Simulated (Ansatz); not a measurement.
Input of the run:

```
crystal:
  lattice:
    - [2.4043547753, 1.3881548767, 4.3744983284]
    - [-2.4043547753, 1.3881548767, 4.3744983284]
    - [0.0, -2.7763097535, 4.3744983284]
  atoms:
    - { symbol: Al, position: [0.3521453632, 0.3521453632, 0.3521453632] }
    - { symbol: Al, position: [0.1478546368, 0.1478546368, 0.1478546368] }
    - { symbol: Al, position: [0.6478546368, 0.6478546368, 0.6478546368] }
    - { symbol: Al, position: [0.8521453632, 0.8521453632, 0.8521453632] }
    - { symbol: O, position: [0.5561715225, 0.9438284775, 0.25] }
    - { symbol: O, position: [0.25, 0.5561715225, 0.9438284775] }
    - { symbol: O, position: [0.9438284775, 0.25, 0.5561715225] }
    - { symbol: O, position: [0.4438284775, 0.0561715225, 0.75] }
    - { symbol: O, position: [0.75, 0.4438284775, 0.0561715225] }
    - { symbol: O, position: [0.0561715225, 0.75, 0.4438284775] }
basis:
  ecutwfc: 420
kpoints:
  mp_grid: { grid: [6, 6, 6] }
  band_path:
    path:
      - [[0.0, 0.0, 0.0], [0.5, 0.5, 0.5], [0.76620157, 0.23379843, 0.5]]
      - [[0.5, -0.23379843, 0.23379843], [0.5, 0.0, 0.0], [0.0, 0.0, 0.0], [0.36689922, -0.36689922, 0.0]]
      - [[0.63310078, 0.0, 0.36689922], [0.5, 0.0, 0.5], [0.0, 0.0, 0.0]]
    npoints: 14
hamiltonian:
  xc: pbe
scf:
  occupations: { method: gaussian, width: 0.02 }
  n_extra_bands: 25
output:
  forces: true
  stress: true
  eigenvalues: true
  populations: true
  dos: { projected: true, de: 0.02, nscf_kmesh: { grid: [9, 9, 9] } }
  bader: true
  write_density: true
  write_potential: true
  elf: true
  volumetric_format: npy
```

Launched with:
```bash
ansatz run input.yaml --threads 2 --pin off --max-ram 5120MiB --backend cpu --events-out ev --progress --plain --runs-dir out
```

What will the band structure look like? The path is Γ–T–H2|H0–L–Γ–S0|S2–F–Γ.

The bands leave a gap. The gap along this path is 5.85 eV and direct: both edges lie at Γ. The top valence level at Γ is a single band, not degenerate (spin aside). The next level lies only 0.03 eV lower. The direct gaps are 8.71 eV at T, 9.38 eV at L and 5.85 eV at Γ.

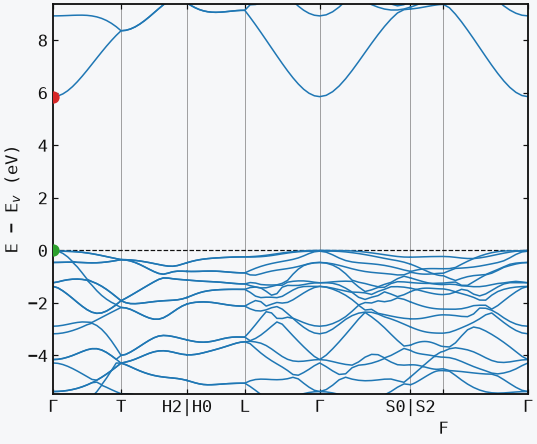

Band structure. Energies are counted from the top of the valence band.
